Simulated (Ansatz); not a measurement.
A series of calculations on AlRu

### Scan

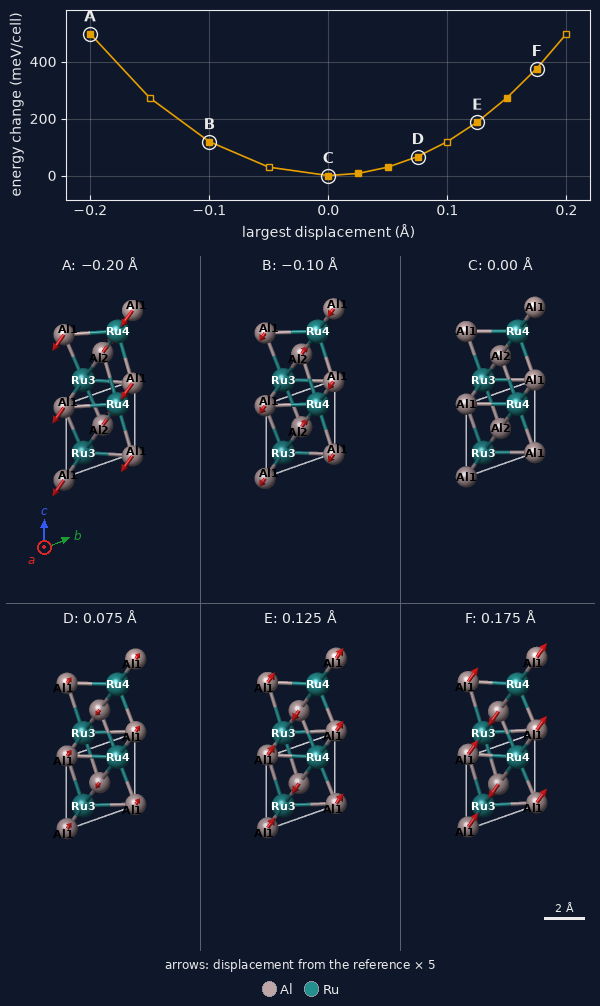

Energy scan for a crystal of AlRu (Pm-3m), in which a normal mode of wave vector (1/2, 1/2, 1/2) of the primitive cell, folded into a doubled cell, (one arbitrary combination within a set of 3 degenerate modes) is frozen in with the cell fixed, the amplitude being the largest displacement of an atom. The lettered frames are marked on the plot. Hollow markers are points alike by symmetry, not computed again. Style: ball-and-stick. Shown: the cell of the calculation, repeated 2 × 1 × 2 with one cell outlined, along the a axis. Red arrows: displacements from the reference.

Method: DFT PBEsol, scalar-relativistic, plane waves, PAW (Ansatz). Settings: plane-wave cutoff 420 eV; k-point mesh 18 × 18 × 18; occupations gaussian; smearing width 0.15 eV; no spin polarisation. Energies (free energies at the smearing named) are counted from the relaxed crystal.

What does the scan show?

Answer. The harmonic wavenumber of the mode is 344 cm⁻¹, a stable vibration. The lowest computed point lies at the amplitude 0.00 Å (0 meV/cell). At the ends of the scan the energy is 498 meV/cell (−0.20 Å) and 498 meV/cell (0.20 Å). The well is symmetric. At the highest point the shortest interatomic distance is 2.47 Å, against 2.58 Å in the reference.

The computed points:

```csv
largest displacement (Å),energy change (meV/cell)
−0.200,498
−0.150,273
−0.100,119
−0.050,29
0.000,0
0.025,7
0.050,29
0.075,67
0.100,119
0.125,188
0.150,273
0.175,376
0.200,498
```

Points that are alike by symmetry were computed once.

### Energy map

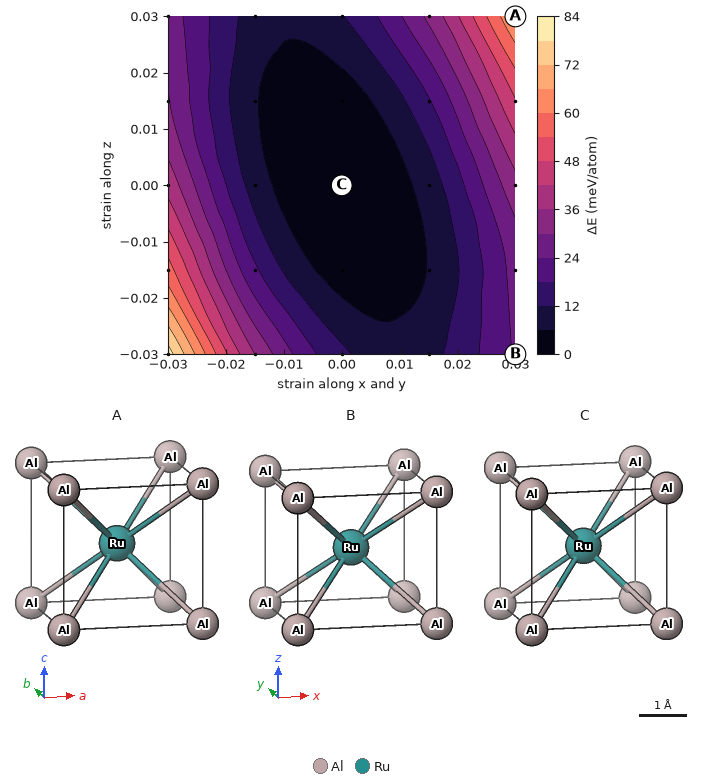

Energy scan for crystalline AlRu (Pm-3m), in which the cell is strained equally along x and y and separately along z, with the atoms kept at their fractional coordinates. x, y and z are the Cartesian axes of the input. The map is interpolated between the computed points (dots). The lettered frames are marked on it. The picture is a ball-and-stick view of the cell of the calculation, seen slightly off an axis.

Theory: Ansatz 0.2.0, DFT PBEsol, scalar-relativistic, plane waves, PAW. Set-up: plane-wave cutoff 420 eV; k-point mesh 20 × 20 × 20; occupations gaussian; smearing width 0.15 eV; no spin polarisation. Energies (free energies at the smearing named) are counted from the relaxed crystal.

> What does the map show?

In pairs of (strain along x and y; strain along z): the lowest computed point lies at (0.000, 0.000) (0.0 meV/atom), the highest at (−0.030, −0.030) (80.8 meV/atom). The valley is tilted: raising the in-plane strain is made harder by raising the strain along z (cross term 0.55 of the geometric mean of the two curvatures). Over the ranges scanned the energy rises more along the first axis, the in-plane strain. The pressure runs from −16.0 GPa at (0.030, 0.030) to 24.4 GPa at (−0.030, −0.030). The frames lie at A (0.030, 0.030): 66.3 meV/atom, B (0.030, −0.030): 24.6 meV/atom, C (0.000, 0.000): 0.0 meV/atom.

### Vibrations

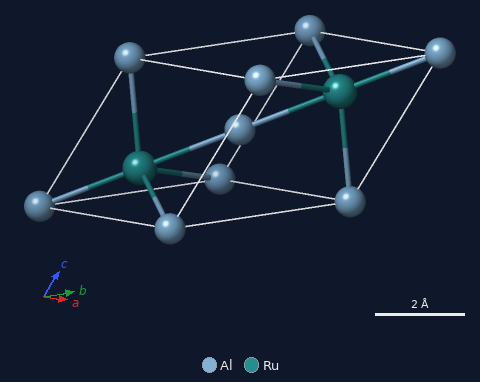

Normal modes of a crystal of AlRu, space group Pm-3m (No. 221), at the zone centre of a doubled cell. Style: ball-and-stick. Shown: the cell of the calculation, from a free direction.

Theory: Ansatz 0.2.0, DFT PBEsol, scalar-relativistic, plane waves, PAW. (plane-wave cutoff 420 eV; k-point mesh 18 × 18 × 18; occupations gaussian; smearing width 0.15 eV; no spin polarisation)

List the modes.

Answer. The calculation's cell holds 4 atoms, so there are 9 modes besides the translations, in 3 levels. No level is unstable.

```json
{"level": "1", "degeneracy": "3", "frequency (cm⁻¹)": "188", "origin": "zone boundary"}
{"level": "2", "degeneracy": "3", "frequency (cm⁻¹)": "321", "origin": "zone centre"}
{"level": "3", "degeneracy": "3", "frequency (cm⁻¹)": "344", "origin": "zone boundary"}
```

The modes drawn as arrows (one member of each degenerate set):

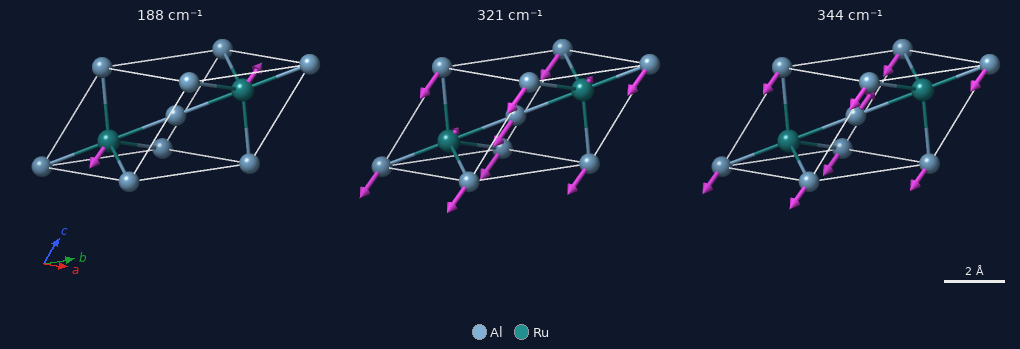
